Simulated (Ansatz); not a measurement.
A periodic structure is given below.

```cif
data_structure
_symmetry_space_group_name_H-M 'P 1'
_symmetry_Int_Tables_number 1
_cell_length_a 3.8190
_cell_length_b 3.8190
_cell_length_c 6.3183
_cell_angle_alpha 90.000
_cell_angle_beta 90.000
_cell_angle_gamma 120.000
_cell_volume 79.81
loop_
_atom_site_label
_atom_site_type_symbol
_atom_site_fract_x
_atom_site_fract_y
_atom_site_fract_z
_atom_site_occupancy
Si1 Si 0.66667 0.33333 0.87428 1
Si2 Si 0.33333 0.66667 0.37428 1
Ge1 Ge 0.66667 0.33333 0.50072 1
Ge2 Ge 0.33333 0.66667 0.00072 1
```

### Summarise the structure in words.

The stoichiometry is SiGe. Space group: P6_3mc (No. 186). Lattice: primitive hexagonal. It adopts the structure known as wurtzite. Content of the cell: 2 Si, 2 Ge (Z = 2). Si bonds to four Ge in a tetrahedral arrangement at 2.35 to 2.36 Å. Ge is coordinated by four Si in a tetrahedral arrangement at 2.35 to 2.36 Å. The bonds build a three-dimensional framework.

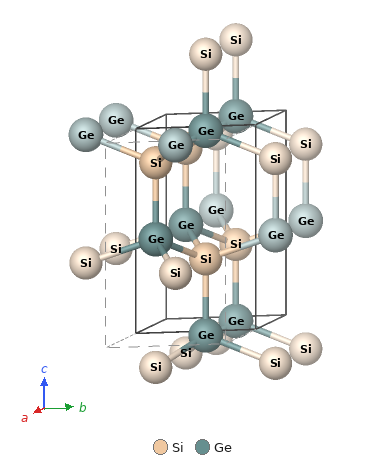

Structure drawing (ball-and-stick), viewed slightly off an axis. The solid frame is a single conventional unit cell within a 2×1×1 block. Every bond is drawn to its end, so some atoms lie outside the box, in fainter colours. Colours: silicon light orange, germanium teal.

The initial geometry was a structure listed in the Materials Project. It was relaxed at fixed volume with Ansatz 0.2.0, DFT PBEsol, scalar-relativistic, plane waves, PAW.

At this level of theory the cell isn't at rest (compressed, at 6 GPa), so its distances can differ from those at equilibrium, the more so the softer the solid.
